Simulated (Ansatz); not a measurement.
```xyz
4
Lattice="3.6555 0.0000 0.0000 -1.8278 3.1658 0.0000 0.0000 0.0000 11.7796" Properties=species:S:1:pos:R:3 pbc="T T T"
Gd    0.0000    0.0000    0.0000
Gd    0.0000    0.0000    5.8898
Gd    0.0000    2.1105    2.9223
Gd    1.8278    1.0552    8.8573
```

Space group P-3m1; a structure from a database of computed crystals, not necessarily the ambient phase.

These are results of Ansatz 0.2.0, DFT, PBE, PAW with Ansatz's default frozen-core files, fully relativistic files with spin-orbit coupling, not measurements.

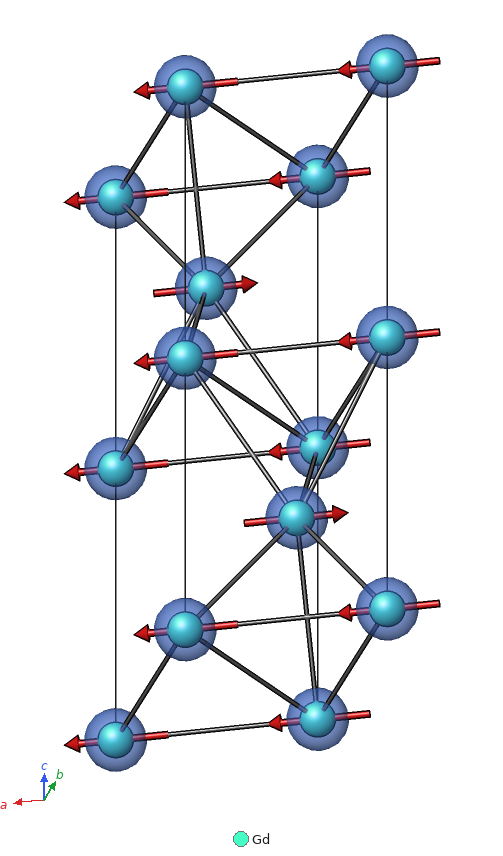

Gd. Isosurface of the size of the magnetisation density at 3 e/Å³ (blue), with the spin moments of the magnetic sites as arrows; seen at an oblique angle.

How are the spin moments arranged, and how large are they?

Answer. Spin moments: Gd 6.7 μB. They are collinear, and cancel (antiferromagnetic), along [1 0 0] of the cell.
